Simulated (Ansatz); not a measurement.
# Ir: a changed input and its effect

System: Ir (1 atom in the cell).
Method of run A: DFT r2SCAN, scalar-relativistic, plane waves, PAW, no spin polarisation (Ansatz 0.2.0).

The structure derives from an entry of the Crystallography Open Database. Text and figures count atoms from 1; the logs count them from 0 in places.

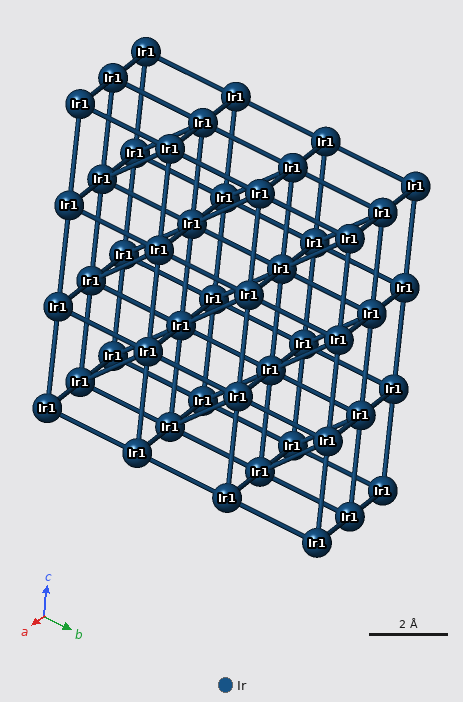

Fig. 1: The input geometry (ball-and-stick view of the reduced cell, repeated 2 × 3 × 3, seen slightly off an axis; atoms are numbered from 1 in the order of the input). An atom can appear more than once, as a periodic image. Near neighbours in the periodic cell (some may lie outside the picture): Ir has 8 Ir at 2.64 Å.

## Input, run A
```yaml
crystal:
  lattice:
    - [0.0, 2.154898871, 1.5235135018]
    - [2.154898871, 0.0, 1.5235135018]
    - [2.154898871, 2.154898871, 0.0]
  atoms:
    - { symbol: Ir, position: [0.0, 0.0, 0.0] }
basis:
  ecutwfc: 500
kpoints:
  mp_grid: { grid: [24, 24, 24] }
hamiltonian:
  xc: r2scan
scf:
  occupations: { method: gaussian, width: 0.15 }
output:
  forces: true
  stress: true
  eigenvalues: true
```

Launched with:
```bash
ansatz run input.yaml --threads 1 --pin off --max-ram 2560MiB --backend cpu --events-out ev --progress --plain --runs-dir out
```

Hardware: 1 thread of Intel Xeon @ 2.50GHz (Skylake/Cascade Lake), 192 GiB of memory available, shared host.

## Output, shortened to warnings, some set-up lines, iterations and results (run A)
```
Basis set: ecut = 500 eV, 369 PW (Γ), exchange–correlation on 80×80×96 points (64 copies of the dense FFT grid, shifted against one another)
Symmetry: 16 space group operations
k-points: 1063 of 13824
Initial density: superposition of atomic densities (neutral atoms: chi_scale 0, normalization atom), corrected by the library's trained network
[...]
SCF iter   1: F=—  HF=-11947.991348 eV  |F-HF|=—  |Δ(HF+E_count)|=         —  Δρ=1.38e-2  dr2=1.56e-2  dr2_τ=4.06e-2  ethr=1.77e-3  ⟨swp⟩=5.0  Hψ=78120  notcnv=0
SCF iter   2: F=—  HF=-11948.015627 eV  |F-HF|=—  |Δ(HF+E_count)|=   2.43e-2  Δρ=5.49e-3  dr2=1.03e-3  dr2_τ=7.95e-4  ethr=9.20e-5  ⟨swp⟩=2.4  Hψ=31413  notcnv=0  defer=189
SCF iter   3: F=—  HF=-11948.016353 eV  |F-HF|=—  |Δ(HF+E_count)|=   7.26e-4  Δρ=2.01e-3  dr2=1.31e-4  dr2_τ=2.37e-5  ethr=6.05e-6  ⟨swp⟩=2.0  Hψ=16770  notcnv=0  defer=189
SCF iter   4: F=—  HF=-11948.016496 eV  |F-HF|=—  |Δ(HF+E_count)|=   1.43e-4  Δρ=1.70e-4  dr2=2.13e-6  dr2_τ=2.14e-7  ethr=7.70e-7  ⟨swp⟩=2.1  Hψ=18944  notcnv=0  defer=189
SCF iter   5: F=—  HF=-11948.016496 eV  |F-HF|=—  |Δ(HF+E_count)|=   4.59e-7  Δρ=6.63e-5  dr2=5.81e-7  dr2_τ=7.97e-8  ethr=1.25e-8  ⟨swp⟩=2.0  Hψ=21846  notcnv=0  defer=189
SCF iter   6: F=-11948.016496 eV  HF=-11948.016496 eV  |F-HF|=1.87e-8  |Δ(HF+E_count)|=   1.73e-7  Δρ=1.44e-5  dr2=2.78e-8  dr2_τ=8.14e-10  ethr=5.88e-10  ⟨swp⟩=4.0  Hψ=53836 …
SCF 1 converged in 6 iterations: F = -11948.016496 eV  dr2 = 2.78e-8
SCF converged after 6 iterations
Free energy (F): -11948.016496 eV
Harris-Foulkes:  -11948.016496 eV  (|F-HF|=1.87e-8)
Internal energy: -11947.986474 eV  (E = F + TS)
E sigma→0 (E₀):  -11948.001485 eV
Entropy (-TS):   -0.030022 eV (-30.022 meV/atom)
Fermi energy:    25.306826 eV
--- Per-component energies (eV) ---
  E_band       = -97.716585
  E_kinetic    = 625.730070
  E_local      = -1070.252038  (includes V_loc(G=0)·N_el)
  E_nonlocal   = 74.950918
  E_hartree    = 412.672194
  E_xc         = -255.598048
  E_vxc        = -333.826318  (∫ρ·V_xc dr)
  E_paw        = -9250.269122  (= ΣΔE_a)
  E_vpaw       = -240.428879  (= ΣTr[D̂ρ^β])
  E_aug_tail   = -0.000021  (compensation charges beyond the density's cutoff)
  E_vtau       = 20.771902  (kinetic-family band-sum trace: ∫τ·v_τ [+ j·A + Jᵃ·Aᵃ] dr)
  E_ewald      = -2484.903534
  E_core_change = -0.316894  (= ΣΔE_core)
  E_smearing   = -0.030022  (= −TS)
  E_closure    = 0.000000  (closes the sum)
  Σ components = -11948.016496   (vs F -11948.016496, Δ=0.00e0)
--- Forces (eV/Å), atoms counted from 1 ---
  atom   1  Ir     0.00000000     0.00000000     0.00000000
  max |Σ_I F_I| component: 0.00e0 eV/Å
--- Stress (GPa, compression-positive) ---
       14.592847       0.000000       0.000000
        0.000000      14.592847       0.000000
        0.000000      -0.000000      14.457785
  P = ⅓ Tr σ = 14.5478 GPa (145.478 kbar)
```

The input of run B differs as follows (lines with − go, lines with + come):
```diff
-    - [0.0, 2.154898871, 1.5235135018]
-    - [2.154898871, 0.0, 1.5235135018]
-    - [2.154898871, 2.154898871, 0.0]
+    - [0.0, 2.216131768, 1.4404856492]
+    - [2.216131768, 0.0, 1.4404856492]
+    - [2.216131768, 2.216131768, 0.0]
```

What does this change do to the results?

With the same functional and potentials, run B lies 130.5 meV per atom lower. The pressure goes from 14.55 to 12.58 GPa. The number of SCF iterations is the same. The plane waves at Γ go from 369 to 357.

## Output, shortened to warnings, some set-up lines, iterations and results (run B)
```
Basis set: ecut = 500 eV, 357 PW (Γ), exchange–correlation on 80×80×96 points (64 copies of the dense FFT grid, shifted against one another)
Symmetry: 16 space group operations
k-points: 1063 of 13824
Initial density: superposition of atomic densities (neutral atoms: chi_scale 0, normalization atom), corrected by the library's trained network
[...]
SCF iter   1: F=—  HF=-11948.122031 eV  |F-HF|=—  |Δ(HF+E_count)|=         —  Δρ=2.25e-2  dr2=2.76e-2  dr2_τ=4.71e-2  ethr=1.77e-3  ⟨swp⟩=5.0  Hψ=78619  notcnv=0
SCF iter   2: F=—  HF=-11948.146161 eV  |F-HF|=—  |Δ(HF+E_count)|=   2.41e-2  Δρ=9.06e-3  dr2=2.50e-3  dr2_τ=8.37e-4  ethr=1.62e-4  ⟨swp⟩=2.8  Hψ=29349  notcnv=0  defer=287
SCF iter   3: F=—  HF=-11948.146880 eV  |F-HF|=—  |Δ(HF+E_count)|=   7.19e-4  Δρ=2.62e-3  dr2=2.01e-4  dr2_τ=4.76e-5  ethr=1.47e-5  ⟨swp⟩=1.1  Hψ=13809  notcnv=0  defer=287
SCF iter   4: F=—  HF=-11948.146993 eV  |F-HF|=—  |Δ(HF+E_count)|=   1.13e-4  Δρ=3.21e-4  dr2=6.39e-6  dr2_τ=2.14e-6  ethr=1.18e-6  ⟨swp⟩=2.2  Hψ=17626  notcnv=0  defer=287
SCF iter   5: F=—  HF=-11948.146995 eV  |F-HF|=—  |Δ(HF+E_count)|=   2.00e-6  Δρ=9.79e-5  dr2=3.16e-7  dr2_τ=6.59e-8  ethr=3.76e-8  ⟨swp⟩=2.7  Hψ=22215  notcnv=0  defer=287
SCF iter   6: F=-11948.146996 eV  HF=-11948.146996 eV  |F-HF|=1.86e-9  |Δ(HF+E_count)|=   4.20e-7  Δρ=9.93e-6  dr2=7.67e-9  dr2_τ=7.18e-9  ethr=5.88e-10  ⟨swp⟩=6.3  Hψ=64692  …
SCF 1 converged in 6 iterations: F = -11948.146996 eV  dr2 = 7.67e-9
SCF converged after 6 iterations
Free energy (F): -11948.146996 eV
Harris-Foulkes:  -11948.146996 eV  (|F-HF|=1.86e-9)
Internal energy: -11948.130505 eV  (E = F + TS)
E sigma→0 (E₀):  -11948.138750 eV
Entropy (-TS):   -0.016491 eV (-16.491 meV/atom)
Fermi energy:    25.253448 eV
--- Per-component energies (eV) ---
  E_band       = -98.305323
  E_kinetic    = 625.390257
  E_local      = -1070.430949  (includes V_loc(G=0)·N_el)
  E_nonlocal   = 74.796038
  E_hartree    = 412.667752
  E_xc         = -255.631038
  E_vxc        = -333.820621  (∫ρ·V_xc dr)
  E_paw        = -9250.179941  (= ΣΔE_a)
  E_vpaw       = -240.318187  (= ΣTr[D̂ρ^β])
  E_aug_tail   = -0.000022  (compensation charges beyond the density's cutoff)
  E_vtau       = 20.741978  (kinetic-family band-sum trace: ∫τ·v_τ [+ j·A + Jᵃ·Aᵃ] dr)
  E_ewald      = -2484.425709
  E_core_change = -0.316894  (= ΣΔE_core)
  E_smearing   = -0.016491  (= −TS)
  E_closure    = 0.000000  (closes the sum)
  Σ components = -11948.146996   (vs F -11948.146996, Δ=0.00e0)
--- Forces (eV/Å), atoms counted from 1 ---
  atom   1  Ir    -0.00000000     0.00000000     0.00000000
  max |Σ_I F_I| component: 2.47e-32 eV/Å
--- Stress (GPa, compression-positive) ---
       25.928550       0.000000       0.000000
        0.000000      25.928550       0.000000
        0.000000       0.000000     -14.102946
  P = ⅓ Tr σ = 12.5847 GPa (125.847 kbar)
```

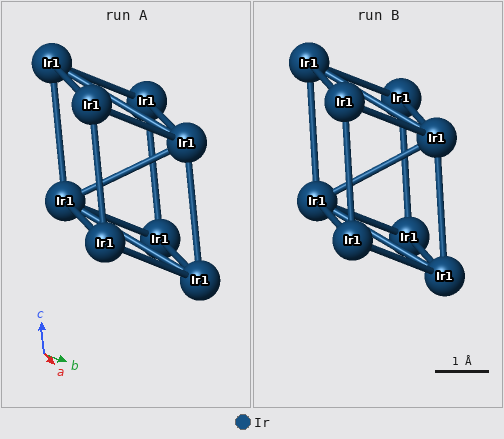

Fig. 2: The two input geometries at one scale (ball-and-stick view of the reduced cell, seen slightly off an axis). No atom moves by more than 0.005 Å relative to the cell. The drawn cell changes at constant volume: a = b = c 2.639 → 2.643 Å (+0.2 %), α 109.5° → 107.3°, β 109.5° → 107.3°, γ 109.5° → 114.0°. Among the contacts that change: Ir1–Ir1 3.047 → 2.881 Å.

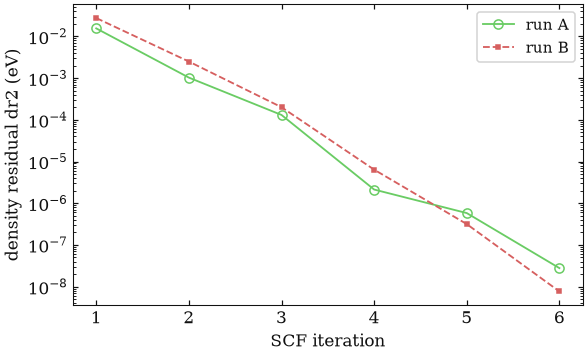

Fig. 3: Convergence of the two runs: density residual dr2 against the SCF iteration. Run A takes 6 iterations in all, and run B takes 6.

## The two runs side by side

```csv
quantity,run A,run B
outcome,converged,converged
free energy per atom (eV),−11948.0165,−11948.1470
"energy per atom, smearing taken to zero (eV)",−11948.0015,−11948.1388
gap on the mesh (eV),0.00,0.00
pressure (GPa),14.55,12.58
largest force (eV/Å),0.000,0.000
SCF iterations,6,6
irreducible k-points,1063,1063
plane waves at Γ,369,357
wall time (shared host),27 s,33 s
```

For both runs: Spin–orbit coupling is left out, which matters for Ir. For run A: The cell is under a pressure of 14.5 GPa at this level, so it is not at its equilibrium volume.
